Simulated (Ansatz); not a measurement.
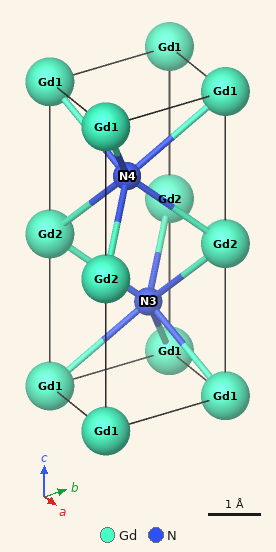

Reference structure: solid GdN (built on the NiAs type). Style: ball-and-stick. Shown: the cell of the calculation, slightly off an axis.

These are results of DFT PBE+U, scalar-relativistic, plane waves, PAW (Ansatz), not measurements. (plane-wave cutoff 420 eV; k-point mesh 10 × 10 × 6; occupations gaussian; smearing width 0.05 eV; U Gd 6.0 eV; collinear spin)

The variant: The cell is strained by +0.5 % along [3 2 0], −0.5 % along [1 −3 0], none along the third axis (volume 0.0 %), the atoms keeping their fractional coordinates. No relaxation follows.

Question: What does the calculation give for the changed structure?

Answer: The energy changes by less than 1 meV per atom. Pressure: 0.0 GPa before, 0.0 GPa after. The principal stresses (compression positive) are 1.0 GPa along [1 −3 0], −1.0 GPa along [3 2 0], none along the third axis. The forces stay under 0.01 eV/Å. The absolute magnetisation stays at 14.53 μB per cell. Among the bonded contacts that change: Gd–N 2.523 → 2.516 to 2.530 Å. The space group (tolerance 0.01 Å) goes from P6_3/mmc (No. 194) to P2_1/m (No. 11).
